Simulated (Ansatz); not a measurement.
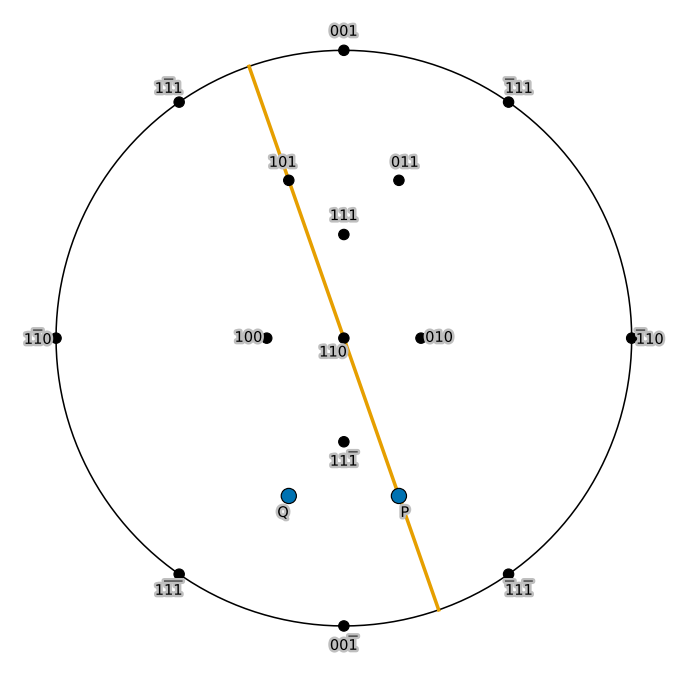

For Pb, the input geometry of an electronic-structure calculation (not necessarily at equilibrium); the starting structure was generated, so it need not be a known form of this composition: stereographic projection of plane normals (upper hemisphere) centred on (1 1 0). The drawing is computed from the coordinates (standard cell, symmetry found to 0.002 Å).

a = 5.695 Å, b = 5.695 Å, c = 3.442 Å, α = 90.00°, β = 90.00°, γ = 120.00°.

Q: Index the poles marked P, Q.

A: P is (0 1 −1), in four indices (0 1 −1 −1), 60.3° from the centre; Q is (1 0 −1), in four indices (1 0 −1 −1), 60.3° from the centre.

Q: Which zone does the coloured great circle trace?

A: The zone [1 −1 −1]: its poles satisfy h − k − l = 0.

Q: What is the angle between the normals of (1 0 0) and (1 1 0), and what are their d_hkl = 1/|g|?

A: 30.0°; d = 4.932 Å and 2.848 Å.
